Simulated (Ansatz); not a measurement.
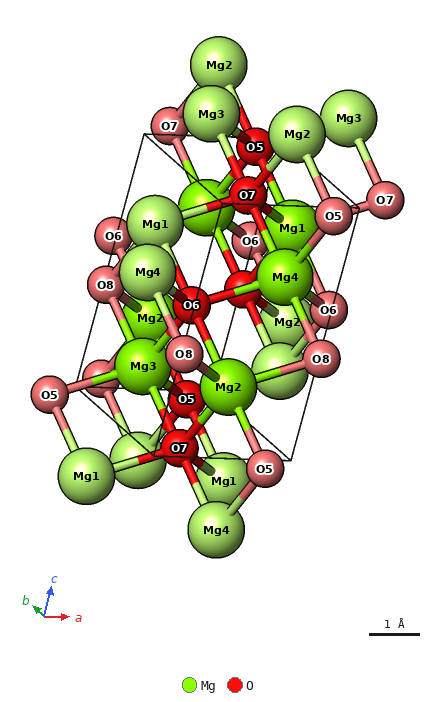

Fig. 1: The structure as given in the input (ball-and-stick view of the cell of the calculation, seen at an oblique angle; neighbours outside the cell are drawn fainter; atoms are numbered from 1 in the order of the input). An atom can appear more than once, as a periodic image.

## What a change does: single-point calculation on MgO

System: MgO (8 atoms in the cell).
Method of run A: DFT, PBEsol, plane waves, PAW, PAW set soft_1, no spin polarisation (Ansatz 0.2.0).

The structure derives from a Materials Project entry. Text and figures count atoms from 1; the logs count them from 0 in places.

The input, run A:
```yaml
crystal:
  lattice:
    - [3.4947663887, 0.0, 0.0]
    - [1.7473831944, -3.0265564729, -4.1947132255]
    - [1.7473831943, 3.0265564729, -4.1947132255]
  atoms:
    - { symbol: Mg, position: [0.875, 0.4583333333, 0.7916666667] }
    - { symbol: Mg, position: [0.375, 0.9583333333, 0.2916666667] }
    - { symbol: Mg, position: [0.125, 0.5416666667, 0.2083333333] }
    - { symbol: Mg, position: [0.625, 0.0416666667, 0.7083333333] }
    - { symbol: O, position: [0.625, 0.7083333333, 0.0416666667] }
    - { symbol: O, position: [0.125, 0.2083333333, 0.5416666667] }
    - { symbol: O, position: [0.375, 0.2916666667, 0.9583333333] }
    - { symbol: O, position: [0.875, 0.7916666667, 0.4583333333] }
  symmetry: { detect: false }
kpoints:
  mp_grid: { grid: [8, 8, 8] }
hamiltonian:
  xc: pbesol
  pseudopotentials: { kind: paw, azcp: { folder: soft_1 } }
scf:
  occupations: { method: gaussian, width: 0.05 }
output:
  forces: true
  eigenvalues: true
  stress: true
```

Command:
```bash
ansatz run input.yaml --threads 2 --pin off --max-ram 4096MiB --backend cpu --events-out ev --progress --plain --runs-dir out
```

Hardware: 2 threads of Arm Neoverse N1, 98 GiB of memory available, shared host.

Output, shortened to warnings, some set-up lines, iterations and results (run A):
```
Warning: [file] the record states the generating functional pbe (its physics header spells it `PBE`), which answers neither for hamiltonian.xc's functional nor for the pbesol family's — results may be inconsistent (PPs are generated against a specific XC)
Warning: [file] the record states the generating functional pbe (its physics header spells it `PBE`), which answers neither for hamiltonian.xc's functional nor for the pbesol family's — results may be inconsistent (PPs are generated against a specific XC)
Basis set: ecut = 420 eV, 1705 PW (Γ), exchange–correlation on 48×80×80 points (8 copies of the dense FFT grid, shifted against one another)
Symmetry: 1 space group operations
k-points: 260 of 512 (time reversal used)
Initial density: superposition of atomic densities (chi_scale 0.1, normalization cell, long waves kept (reshape's long-wave potential 0.00 eV rms))
[...]
SCF iter   1: F=—  HF=-9903.512256 eV  |F-HF|=—  |Δ(HF+E_count)|=         —  Δρ=6.75e-2  dr2=2.99e0  ethr=3.10e-3  ⟨swp⟩=6.7  Hψ=46505  notcnv=0  defer=46
SCF iter   2: F=—  HF=-9903.051311 eV  |F-HF|=—  |Δ(HF+E_count)|=   4.61e-1  Δρ=3.51e-2  dr2=9.92e-1  ethr=3.10e-3  ⟨swp⟩=2.0  Hψ=19684  notcnv=0  defer=869
SCF iter   3: F=—  HF=-9902.972758 eV  |F-HF|=—  |Δ(HF+E_count)|=   7.86e-2  Δρ=5.62e-3  dr2=4.45e-2  ethr=1.55e-3  ⟨swp⟩=3.1  Hψ=17862  notcnv=0  defer=869
SCF iter   4: F=—  HF=-9902.972066 eV  |F-HF|=—  |Δ(HF+E_count)|=   6.92e-4  Δρ=1.48e-3  dr2=1.70e-3  ethr=6.95e-5  ⟨swp⟩=3.0  Hψ=17982  notcnv=0  defer=869
SCF iter   5: F=—  HF=-9902.973734 eV  |F-HF|=—  |Δ(HF+E_count)|=   1.67e-3  Δρ=6.59e-4  dr2=2.53e-4  ethr=2.66e-6  ⟨swp⟩=2.0  Hψ=13879  notcnv=0  defer=609
SCF iter   6: F=—  HF=-9902.973687 eV  |F-HF|=—  |Δ(HF+E_count)|=   4.78e-5  Δρ=1.49e-4  dr2=1.17e-5  ethr=3.95e-7  ⟨swp⟩=2.0  Hψ=13545  notcnv=0  defer=609
SCF iter   7: F=—  HF=-9902.973638 eV  |F-HF|=—  |Δ(HF+E_count)|=   4.87e-5  Δρ=1.88e-5  dr2=1.82e-7  ethr=1.82e-8  ⟨swp⟩=2.0  Hψ=14115  notcnv=0  defer=609
SCF iter   8: F=-9902.973638 eV  HF=-9902.973638 eV  |F-HF|=8.97e-10  |Δ(HF+E_count)|=   3.98e-7  Δρ=3.50e-6  dr2=7.75e-9  ethr=1.56e-10  ⟨swp⟩=10.7  Hψ=43777  notcnv=0
SCF 1 converged in 8 iterations: F = -9902.973638 eV  dr2 = 7.75e-9
SCF converged after 8 iterations
Free energy (F): -9902.973638 eV
Harris-Foulkes:  -9902.973638 eV  (|F-HF|=8.97e-10)
Internal energy: -9902.973638 eV  (E = F + TS)
E sigma→0 (E₀):  -9902.973638 eV
Fermi energy:    7.564169 eV
--- Per-component energies (eV) ---
  E_band       = -1300.428951
  E_kinetic    = 967.691856
  E_local      = -7669.374928  (includes V_loc(G=0)·N_el)
  E_nonlocal   = 991.019908
  E_hartree    = 2628.304344
  E_xc         = -395.570624
  E_vxc        = -509.387535  (∫ρ·V_xc dr)
  E_paw        = -1784.743717  (= ΣΔE_a)
  E_vpaw       = -336.990662  (= ΣTr[D̂ρ^β])
  E_aug_tail   = 0.002783  (compensation charges beyond the density's cutoff)
  E_ewald      = -4640.679862
  E_core_change = 0.376601  (= ΣΔE_core)
  E_smearing   = -0.000000  (= −TS)
  E_closure    = 0.000000  (closes the sum)
  Σ components = -9902.973638   (vs F -9902.973638, Δ=0.00e0)
--- Forces (eV/Å), atoms counted from 1 ---
  atom   1  Mg     0.00000001    -0.00000684    -0.00000866
  atom   2  Mg     0.00000000     0.00000160     0.00000866
  atom   3  Mg    -0.00000001    -0.00001224    -0.00000243
  atom   4  Mg    -0.00000000     0.00001750     0.00000241
  atom   5  O      0.00000000     0.00000260    -0.00000064
  atom   6  O      0.00000000     0.00000491     0.00000064
  atom   7  O      0.00000000    -0.00000429    -0.00000278
  atom   8  O      0.00000000    -0.00000324     0.00000279
  max |Σ_I F_I| component: 1.49e-8 eV/Å
--- Stress (GPa, compression-positive) ---
       -0.030879      -0.000000       0.000000
       -0.000000      -0.030777      -0.000000
        0.000000      -0.000000       0.006777
  P = ⅓ Tr σ = -0.0183 GPa (-0.183 kbar)
```

The input of run B differs as follows (lines with − go, lines with + come):
```diff
-  symmetry: { detect: false }
+basis:
+  ecutwfc: 520.0
```

Predict how the results change.

The free energy of run B is 1.7 meV per atom lower, which measures how much it depends on this numerical setting. More plane waves can only lower the energy of a fixed Hamiltonian, so the higher cutoff gives the lower value. The number of SCF iterations is the same. The irreducible k-points go from 260 to 95. The plane waves at Γ go from 1705 to 2371. On the same kind of shared host run B took about 0.29 times as long.

Output, shortened to warnings, some set-up lines, iterations and results (run B):
```
Warning: [file] the record states the generating functional pbe (its physics header spells it `PBE`), which answers neither for hamiltonian.xc's functional nor for the pbesol family's — results may be inconsistent (PPs are generated against a specific XC)
Warning: [file] the record states the generating functional pbe (its physics header spells it `PBE`), which answers neither for hamiltonian.xc's functional nor for the pbesol family's — results may be inconsistent (PPs are generated against a specific XC)
Basis set: ecut = 520 eV, 2371 PW (Γ), exchange–correlation on 54×90×90 points (8 copies of the dense FFT grid, shifted against one another)
Symmetry: 16 space group operations
k-points: 95 of 512
Initial density: superposition of atomic densities (chi_scale 0.1, normalization cell, long waves kept (reshape's long-wave potential 0.00 eV rms))
[...]
SCF iter   1: F=—  HF=-9903.520655 eV  |F-HF|=—  |Δ(HF+E_count)|=         —  Δρ=6.75e-2  dr2=2.99e0  ethr=3.10e-3  ⟨swp⟩=6.8  Hψ=17056  notcnv=0  defer=20
SCF iter   2: F=—  HF=-9903.062621 eV  |F-HF|=—  |Δ(HF+E_count)|=   4.58e-1  Δρ=3.51e-2  dr2=9.91e-1  ethr=3.10e-3  ⟨swp⟩=2.0  Hψ=7183  notcnv=0  defer=315
SCF iter   3: F=—  HF=-9902.986200 eV  |F-HF|=—  |Δ(HF+E_count)|=   7.64e-2  Δρ=5.63e-3  dr2=4.47e-2  ethr=1.55e-3  ⟨swp⟩=3.1  Hψ=6544  notcnv=0  defer=315
SCF iter   4: F=—  HF=-9902.985552 eV  |F-HF|=—  |Δ(HF+E_count)|=   6.47e-4  Δρ=1.50e-3  dr2=1.73e-3  ethr=6.98e-5  ⟨swp⟩=3.0  Hψ=6572  notcnv=0  defer=315
SCF iter   5: F=—  HF=-9902.987257 eV  |F-HF|=—  |Δ(HF+E_count)|=   1.70e-3  Δρ=7.71e-4  dr2=3.50e-4  ethr=2.70e-6  ⟨swp⟩=2.0  Hψ=5258  notcnv=0  defer=220
SCF iter   6: F=—  HF=-9902.987180 eV  |F-HF|=—  |Δ(HF+E_count)|=   7.68e-5  Δρ=1.52e-4  dr2=1.12e-5  ethr=5.47e-7  ⟨swp⟩=2.0  Hψ=4948  notcnv=0  defer=220
SCF iter   7: F=—  HF=-9902.987199 eV  |F-HF|=—  |Δ(HF+E_count)|=   1.95e-5  Δρ=1.60e-5  dr2=1.24e-7  ethr=1.75e-8  ⟨swp⟩=2.0  Hψ=5157  notcnv=0  defer=220
SCF iter   8: F=-9902.987200 eV  HF=-9902.987200 eV  |F-HF|=3.16e-9  |Δ(HF+E_count)|=   2.95e-7  Δρ=2.18e-6  dr2=2.74e-9  ethr=1.56e-10  ⟨swp⟩=10.6  Hψ=16063  notcnv=0
SCF 1 converged in 8 iterations: F = -9902.987200 eV  dr2 = 2.74e-9
SCF converged after 8 iterations
Free energy (F): -9902.987200 eV
Harris-Foulkes:  -9902.987200 eV  (|F-HF|=3.16e-9)
Internal energy: -9902.987200 eV  (E = F + TS)
E sigma→0 (E₀):  -9902.987200 eV
Fermi energy:    7.564260 eV
--- Per-component energies (eV) ---
  E_band       = -1300.477224
  E_kinetic    = 967.216656
  E_local      = -7669.284391  (includes V_loc(G=0)·N_el)
  E_nonlocal   = 991.450604
  E_hartree    = 2628.283670
  E_xc         = -395.447732
  E_vxc        = -509.226947  (∫ρ·V_xc dr)
  E_paw        = -1784.903576  (= ΣΔE_a)
  E_vpaw       = -337.202465  (= ΣTr[D̂ρ^β])
  E_aug_tail   = 0.000831  (compensation charges beyond the density's cutoff)
  E_ewald      = -4640.679862
  E_core_change = 0.376601  (= ΣΔE_core)
  E_smearing   = -0.000000  (= −TS)
  E_closure    = 0.000000  (closes the sum)
  Σ components = -9902.987200   (vs F -9902.987200, Δ=0.00e0)
--- Forces (eV/Å), atoms counted from 1 ---
  atom   1  Mg    -0.00000000     0.00000258    -0.00000000
  atom   2  Mg    -0.00000000     0.00000258    -0.00000000
  atom   3  Mg     0.00000000    -0.00000258     0.00000000
  atom   4  Mg     0.00000000    -0.00000258     0.00000000
  atom   5  O     -0.00000000     0.00000241    -0.00000000
  atom   6  O     -0.00000000     0.00000241    -0.00000000
  atom   7  O      0.00000000    -0.00000241     0.00000000
  atom   8  O      0.00000000    -0.00000241     0.00000000
  max |Σ_I F_I| component: 8.67e-19 eV/Å
--- Stress (GPa, compression-positive) ---
       -0.019641       0.000000      -0.000000
        0.000000      -0.019643      -0.000000
       -0.000000      -0.000000       0.025794
  P = ⅓ Tr σ = -0.0045 GPa (-0.045 kbar)
```

The two runs side by side:

| quantity | run A | run B |
| --- | --- | --- |
| outcome | converged | converged |
| free energy per atom (eV) | −1237.8717 | −1237.8734 |
| gap on the mesh (eV) | 3.28 | 3.28 |
| pressure (GPa) | −0.02 | 0.00 |
| largest force (eV/Å) | 0.000 | 0.000 |
| SCF iterations | 8 | 8 |
| irreducible k-points | 260 | 95 |
| plane waves at Γ | 1705 | 2371 |
| wall time (shared host) | 76 s | 22 s |

For both runs: Warnings: the PAW datasets were made with another functional.
